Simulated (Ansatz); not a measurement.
## Geometry relaxation, with input and output: Ru

System: Ru (Fm-3m, 1 atom in the cell).
Method: DFT PBE, scalar-relativistic, plane waves, PAW, no spin polarisation (Ansatz 0.2.0).

The structure was made by swapping elements on the sites of another compound; it need not be a known phase. It belongs to a series of runs on one base structure; here: Rh -> Ru on all its sites, cell and atoms relaxed. Figures and captions count atoms from 1; the log counts them from 0 in places.

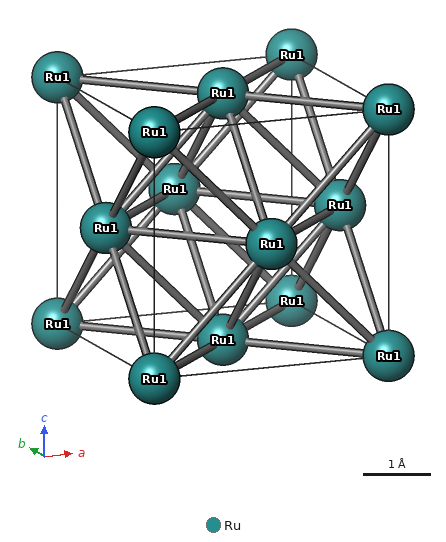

**Figure 1.** The starting structure (ball-and-stick view of the cell 4 times as large as that of the calculation, set on its symmetry axes, seen slightly off an axis; atoms are numbered from 1 in the order of the input). An atom can appear more than once, as a periodic image. Near neighbours in the periodic cell (some may lie outside the picture): Ru has 12 Ru at 2.69 Å.

## The input
```yaml
crystal:
  lattice:
    - [0.0, 1.9034428875, 1.9034428875]
    - [1.9034428875, 0.0, 1.9034428875]
    - [1.9034428875, 1.9034428875, 0.0]
  atoms:
    - { symbol: Ru, position: [0.0, 0.0, 0.0] }
basis:
  ecutwfc: 420
kpoints:
  mp_grid: { grid: [18, 18, 18] }
hamiltonian:
  xc: pbe
scf:
  occupations: { method: gaussian, width: 0.1 }
output:
  forces: true
  stress: true
  eigenvalues: true
relax:
  adjacent_minimum: "off"
  f_tol: 0.01
  max_steps: 60
  cell: { stress_tol: 0.1 }
```

Launch command:
```bash
ansatz run input.yaml --threads 1 --pin off --max-ram 2560MiB --backend cpu --events-out ev --progress --plain --runs-dir out
```

## What the program printed
```
Engine: ansatz 0.2.0, aarch64-unknown-linux-gnu
Pseudopotentials: kind: paw
Pseudopotential: Ru, paw, valence charge 16, recommended cutoff 420 eV (normal), Ru.paw.azcp
Functional definition: PBE
  parameter kappa = 0.804
  parameter beta = 0.06672455060314922
  exchange = pbe_x(kappa = kappa, mu = beta*pi^2/3)
  correlation = pbe_c(beta = beta)
Crystal: 1 atoms, lattice volume = 13.793 Å³
Basis set: ecut = 420 eV, 283 PW (Γ), exchange–correlation on 36×36×36 points (8 copies of the dense FFT grid, shifted against one another)
Bands: 12, of which v1, the nominal top of the filled ones, is band 8 counted from 1 (7 counted from 0)
Symmetry: 48 space group operations
Space group: Fm-3m (ITA 225), of the structure as read, at distance tolerance 2.4e-5 Å
k-points: 195 of 5832
Non-local potential: Ru, projectors of the file, l = 0: 3, l = 1: 2, l = 2: 2, l = 3: 1
PAW form: soft (Blöchl's): semilocal exchange-correlation on the pseudo side does not see the compensation charge
PAW one-centre angular grid: Ru, 590 points (default); XC on 64 Gauss nodes
Initial density: superposition of atomic densities (neutral atoms: chi_scale 0, normalization atom), corrected by the library's trained network
Initial wavefunctions: pseudopotential atomic-orbital guess
Functional: x = pbe(κ = 0.804, μ = 0.2195149727645171), c = pbe(β = 0.06672455060314922)
SCF iter   1: F=—  HF=-5878.580016 eV  |F-HF|=—  |Δ(HF+E_count)|=         —  Δρ=7.48e-3  dr2=1.79e-3  ethr=1.77e-3  ⟨swp⟩=5.0  Hψ=13138  notcnv=0
preconditioner: auto → none  [metal: Δε(μ)=0.028 eV  Ē_g=11.447 eV  σ=0.100 eV  W_gap=0.15  n_scr=0 (ndim 8)  ℏωp=28.3 eV  f_vac=0.000  D(μ)=1.01/eV (n_scr^D=14)]
SCF iter   2: F=—  HF=-5878.579672 eV  |F-HF|=—  |Δ(HF+E_count)|=   3.43e-4  Δρ=3.61e-3  dr2=3.63e-4  ethr=1.12e-5  ⟨swp⟩=2.3  Hψ=4925  notcnv=0
SCF iter   3: F=—  HF=-5878.579789 eV  |F-HF|=—  |Δ(HF+E_count)|=   1.17e-4  Δρ=1.10e-3  dr2=9.43e-5  ethr=2.27e-6  ⟨swp⟩=2.6  Hψ=3660  notcnv=0
SCF iter   4: F=—  HF=-5878.579776 eV  |F-HF|=—  |Δ(HF+E_count)|=   1.33e-5  Δρ=1.43e-4  dr2=1.78e-6  ethr=5.90e-7  ⟨swp⟩=2.5  Hψ=3426  notcnv=0
SCF iter   5: F=—  HF=-5878.579776 eV  |F-HF|=—  |Δ(HF+E_count)|=   1.63e-7  Δρ=4.23e-5  dr2=2.10e-7  ethr=1.11e-8  ⟨swp⟩=2.2  Hψ=3639  notcnv=0
SCF iter   6: F=-5878.579776 eV  HF=-5878.579776 eV  |F-HF|=1.89e-8  |Δ(HF+E_count)|=   4.58e-8  Δρ=1.49e-5  dr2=2.72e-8  ethr=6.25e-10  ⟨swp⟩=4.5  Hψ=8218  notcnv=0
SCF 1 converged in 6 iterations: F = -5878.579776 eV  dr2 = 2.72e-8
  greatest PAW one-centre occupation: 0.998 electrons in one spin orbital (limit 2), on the Ru atom at site 0 (counted from 0), in its partial waves of l = 0
relax step   1: F+E_penalty+E_count = -5878.57977585 eV  Δ(F+E_penalty+E_count) = +0.000e0 eV  max|allowed force component| = 0.000e0 eV/Å  Δτ_max = 0.0000 Å  P = +0.814 GPa  Ω = 13.793 Å³  (6 SCF iters, dr2 threshold 1.00e-7 eV, accepted)
Crystal: 1 atoms, lattice volume = 13.867 Å³
Initial density: handed on by an earlier stage of this run
Initial wavefunctions: those handed on with the density
iter 1 solved again at ethr=9.37e-8 eV; its pass at ethr=3.10e-3 eV (dr2=1.50e-5 eV) is discarded
SCF iter   1: F=—  HF=-5878.579738 eV  |F-HF|=—  |Δ(HF+E_count)|=         —  Δρ=3.91e-4  dr2=1.69e-5  ethr=9.37e-8  ⟨swp⟩=2.0  Hψ=15551  notcnv=0
preconditioner: auto → none  [metal: Δε(μ)=0.022 eV  Ē_g=11.391 eV  σ=0.100 eV  W_gap=0.12  n_scr=0 (ndim 8)  ℏωp=28.2 eV  f_vac=0.000  D(μ)=1.02/eV (n_scr^D=14)]
SCF iter   2: F=—  HF=-5878.579735 eV  |F-HF|=—  |Δ(HF+E_count)|=   2.52e-6  Δρ=1.87e-4  dr2=1.64e-6  ethr=9.37e-8  ⟨swp⟩=2.3  Hψ=3334  notcnv=0
SCF iter   3: F=—  HF=-5878.579735 eV  |F-HF|=—  |Δ(HF+E_count)|=   8.42e-8  Δρ=7.69e-5  dr2=3.06e-7  ethr=1.03e-8  ⟨swp⟩=2.2  Hψ=3957  notcnv=0
SCF iter   4: F=-5878.579735 eV  HF=-5878.579735 eV  |F-HF|=4.54e-10  |Δ(HF+E_count)|=   1.02e-7  Δρ=4.13e-6  dr2=5.72e-10  ethr=6.25e-10  ⟨swp⟩=4.0  Hψ=6973  notcnv=0
SCF 2 converged in 4 iterations: F = -5878.579735 eV  dr2 = 5.72e-10
relax step   2: F+E_penalty+E_count = -5878.57973546 eV  Δ(F+E_penalty+E_count) = +4.039e-5 eV  max|allowed force component| = 0.000e0 eV/Å  Δτ_max = 0.0000 Å  P = -0.838 GPa  Ω = 13.867 Å³  energy of the carried Pulay correction = -3.268e-5 eV  (4 SCF iters, dr2 threshold 1.00e-7 eV, rejected (line search))
Crystal: 1 atoms, lattice volume = 13.829 Å³
iter 1 solved again at ethr=2.72e-8 eV; its pass at ethr=3.10e-3 eV (dr2=4.35e-6 eV) is discarded
SCF iter   1: F=—  HF=-5878.579853 eV  |F-HF|=—  |Δ(HF+E_count)|=         —  Δρ=2.04e-4  dr2=4.71e-6  ethr=2.72e-8  ⟨swp⟩=2.0  Hψ=15518  notcnv=0
preconditioner: auto → none  [metal: Δε(μ)=0.022 eV  Ē_g=11.419 eV  σ=0.100 eV  W_gap=0.12  n_scr=0 (ndim 8)  ℏωp=28.2 eV  f_vac=0.000  D(μ)=1.02/eV (n_scr^D=14)]
SCF iter   2: F=—  HF=-5878.579853 eV  |F-HF|=—  |Δ(HF+E_count)|=   1.61e-7  Δρ=9.55e-5  dr2=4.30e-7  ethr=2.72e-8  ⟨swp⟩=2.3  Hψ=3326  notcnv=0
SCF iter   3: F=—  HF=-5878.579852 eV  |F-HF|=—  |Δ(HF+E_count)|=   1.24e-6  Δρ=3.97e-5  dr2=8.10e-8  ethr=2.69e-9  ⟨swp⟩=2.3  Hψ=3947  notcnv=0
SCF iter   4: F=—  HF=-5878.579852 eV  |F-HF|=—  |Δ(HF+E_count)|=   2.20e-8  Δρ=5.19e-6  dr2=1.12e-9  ethr=5.06e-10  ⟨swp⟩=1.0  Hψ=2364  notcnv=0
SCF iter   5: F=-5878.579852 eV  HF=-5878.579852 eV  |F-HF|=1.82e-12  |Δ(HF+E_count)|=  9.46e-10  Δρ=3.78e-7  dr2=6.44e-12  ethr=1.00e-12  ⟨swp⟩=3.5  Hψ=9427  notcnv=0
SCF 3 converged in 5 iterations: F = -5878.579852 eV  dr2 = 6.44e-12
relax step   3: F+E_penalty+E_count = -5878.57985222 eV  Δ(F+E_penalty+E_count) = -7.637e-5 eV  max|allowed force component| = 0.000e0 eV/Å  Δτ_max = 0.0000 Å  P = -0.005 GPa  Ω = 13.829 Å³  energy of the carried Pulay correction = -1.608e-5 eV  (5 SCF iters, accepted)
Basis set: ecut = 420 eV, 283 PW (Γ), exchange–correlation on 40×40×40 points (8 copies of the dense FFT grid, shifted against one another)
Initial wavefunctions: pseudopotential atomic-orbital guess (no wavefunctions were taken with the density)
iter 1 solved again at ethr=1.62e-7 eV; its pass at ethr=3.10e-3 eV (dr2=2.60e-5 eV) is discarded
SCF iter   1: F=—  HF=-5878.579870 eV  |F-HF|=—  |Δ(HF+E_count)|=         —  Δρ=8.32e-6  dr2=1.50e-9  ethr=1.62e-7  ⟨swp⟩=3.1  Hψ=19711  notcnv=0
eigensolver tolerance schedule: the retry pair's looser diagonalisation over-reported the residual by 17276.43 of it (diagonalisation noise at 9.50 of the residual, at the tolerance the schedule requests for it); recorded, not acted on — ethr = c·dr2/N_el stays at c = 1.0e-1
SCF iter   2: F=—  HF=-5878.579869 eV  |F-HF|=—  |Δ(HF+E_count)|=   1.05e-6  Δρ=4.12e-6  dr2=3.33e-10  ethr=9.40e-12  ⟨swp⟩=2.4  Hψ=4120  notcnv=0
SCF iter   3: F=-5878.579869 eV  HF=-5878.579869 eV  |F-HF|=1.09e-11  |Δ(HF+E_count)|=  1.29e-10  Δρ=4.40e-7  dr2=1.95e-11  ethr=1.00e-12  ⟨swp⟩=3.1  Hψ=9646  notcnv=0
SCF 4 converged in 3 iterations: F = -5878.579869 eV  dr2 = 1.95e-11
relax step   4: F+E_penalty+E_count = -5878.57986893 eV  Δ(F+E_penalty+E_count) = -1.671e-5 eV  max|allowed force component| = 0.000e0 eV/Å  Δτ_max = 0.0000 Å  P = -0.007 GPa  Ω = 13.829 Å³  stress off target by 6.82e-3 GPa  SCF on the basis re-selected at this cell (its energy is not comparable with the rows above)  (3 SCF iters)
```

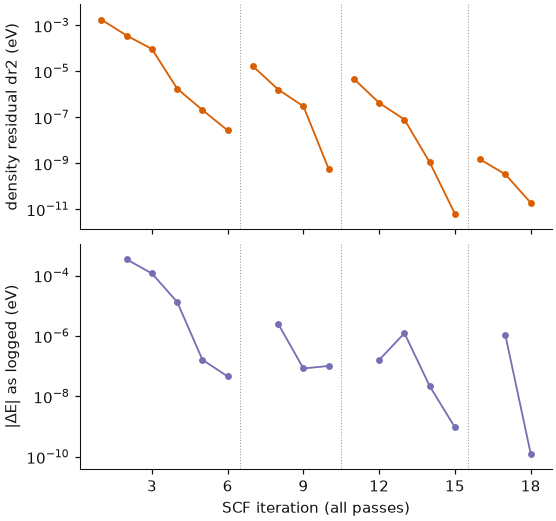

**Figure 2.** Convergence of the self-consistent field: density residual dr2 and size of the energy change against the SCF iteration. The dotted lines part the SCF passes of the relaxation: geometry steps, rejected trials and re-solves on a re-selected basis. The passes take 6, 4, 5 and 3 iterations.

```
basis re-selected at this cell: Δ(F+E_penalty+E_count) = -1.671e-5 eV, ΔP = -0.002 GPa vs the last step (what re-selecting the basis moved, of the pressure what is left beyond the Pulay correction that the steps carried, after the strain that the cell walked since its last selection, with what the two solves' SCF thresholds leave and, on support functions, any second-order correction that the steps lacked; it is no measure of the basis error at this ecutwfc). The dense FFT grid was sized anew with the basis: this SCF ran on 20×20×20 points, the steps before it on 18×18×18, so part of this shift can come from that change (see relax.cell in the input reference). This SCF's stress stands 6.82e-3 GPa from its target on what of the cell is left free (relax.cell.stress_tol is 1.00e-1 GPa) and its largest allowed force component is 0.00e0 eV/Å (relax.f_tol is 1.00e-2 eV/Å): within both
SCF converged after 3 iterations
Free energy (F): -5878.579869 eV
Harris-Foulkes:  -5878.579869 eV  (|F-HF|=1.09e-11)
Internal energy: -5878.574775 eV  (E = F + TS)
E sigma→0 (E₀):  -5878.577322 eV
Entropy (-TS):   -0.005094 eV (-5.094 meV/atom)
Fermi energy:    22.877465 eV
--- Per-component energies (eV) ---
  E_band       = -60.214057
  E_kinetic    = 513.844834
  E_local      = -1276.596862  (includes V_loc(G=0)·N_el)
  E_nonlocal   = 343.107622
  E_hartree    = 410.077023
  E_xc         = -190.428834
  E_vxc        = -239.065628  (∫ρ·V_xc dr)
  E_paw        = -3460.723585  (= ΣΔE_a)
  E_vpaw       = -221.658040  (= ΣTr[D̂ρ^β])
  E_aug_tail   = -0.000195  (compensation charges beyond the density's cutoff)
  E_ewald      = -2217.854779
  E_smearing   = -0.005094  (= −TS)
  E_closure    = -0.000000  (closes the sum)
  Σ components = -5878.579869   (vs F -5878.579869, Δ=0.00e0)
--- Forces (eV/Å), atoms counted from 1 ---
  atom   1  Ru    -0.00000000     0.00000000     0.00000000
  max |Σ_I F_I| component: 1.64e-31 eV/Å
--- Stress (GPa, compression-positive) ---
       -0.006821      -0.000000      -0.000000
       -0.000000      -0.006821       0.000000
       -0.000000       0.000000      -0.006821
  P = ⅓ Tr σ = -0.0068 GPa (-0.068 kbar)
--- Band table (eV; the first three rows and the last of 195) ---
  k-point 0: bands = ["-50.0741", "-19.4808", "-19.4808", "-19.4808", "15.1199", "20.4024", "20.4024", "20.4024", "22.7856", "22.7856", "37.7869", "43.2870"]
  k-point 1: bands = ["-50.0692", "-19.5124", "-19.4849", "-19.4849", "15.2494", "20.3347", "20.4571", "20.4571", "22.7507", "22.7507", "38.0000", "42.6802"]
  k-point 2: bands = ["-50.0548", "-19.6032", "-19.4968", "-19.4968", "15.6198", "20.1650", "20.5998", "20.5998", "22.6744", "22.6744", "38.5828", "41.3981"]
  k-point 194: bands = ["-49.8510", "-20.1911", "-20.0904", "-19.8584", "18.0545", "19.0624", "20.0821", "22.5239", "25.1146", "32.5405", "33.9199", "34.7924"]
--- Relaxed structure (3 steps of the walk, 2 accepted, 1 SCFs on fresh bases) ---
  F+E_penalty+E_count = -5878.57986893 eV   max|allowed force component| = 0.000e0 eV/Å   (the final SCF, on the basis selected at the relaxed cell)
  cell:  # Å, volume = 13.8294 Å³
    - [-2.5476860164477955e-34, 1.9051314360192748, 1.9051314360192748]
    - [1.9051314360192748, -4.0762976263164716e-34, 1.9051314360192748]
    - [1.9051314360192748, 1.9051314360192748, -5.6049092361851485e-34]
  atoms:
    - { symbol: Ru, position: [0.0, 0.0, 0.0] }
```

## Trajectory as extended XYZ (Å, eV, eV/Å), 4 frames, from step=1 to step=4
```
1
Lattice="0.0000 1.9034 1.9034 1.9034 0.0000 1.9034 1.9034 1.9034 0.0000" Properties=species:S:1:pos:R:3:forces:R:3 step=1 energy=-5878.57978 pressure_GPa=0.81
Ru    0.0000    0.0000    0.0000    0.0000   0.0000   0.0000
1
Lattice="0.0000 1.9069 1.9069 1.9069 0.0000 1.9069 1.9069 1.9069 0.0000" Properties=species:S:1:pos:R:3:forces:R:3 step=2 energy=-5878.57974 pressure_GPa=-0.84 accepted=F
Ru    0.0000    0.0000    0.0000    0.0000   0.0000   0.0000
1
Lattice="0.0000 1.9051 1.9051 1.9051 0.0000 1.9051 1.9051 1.9051 0.0000" Properties=species:S:1:pos:R:3:forces:R:3 step=3 energy=-5878.57985 pressure_GPa=-0.00
Ru    0.0000    0.0000    0.0000    0.0000   0.0000   0.0000
1
Lattice="0.0000 1.9051 1.9051 1.9051 0.0000 1.9051 1.9051 1.9051 0.0000" Properties=species:S:1:pos:R:3:forces:R:3 step=4 energy=-5878.57987 pressure_GPa=-0.01
Ru    0.0000    0.0000    0.0000    0.0000   0.0000   0.0000
```

## Results in brief

```tsv
quantity	value
outcome	converged
space group (tolerance 0.01 Å)	Fm-3m (225)
electrons treated	16
free energy	−5878.5799 eV
Fermi energy	22.877 eV
gap on the k-point mesh	none (metallic)
pressure	−0.01 GPa
final volume	13.83 Å³
largest force (length of the vector) at the end	under 0.001 eV/Å
final cell	a = 2.694 Å, b = 2.694 Å, c = 2.694 Å, α = 60.00°, β = 60.00°, γ = 60.00°
hardware	1 thread of Arm Neoverse V1, 24 GiB of memory available, shared host
wall time	8.6 s
peak memory	0.3 GiB
```
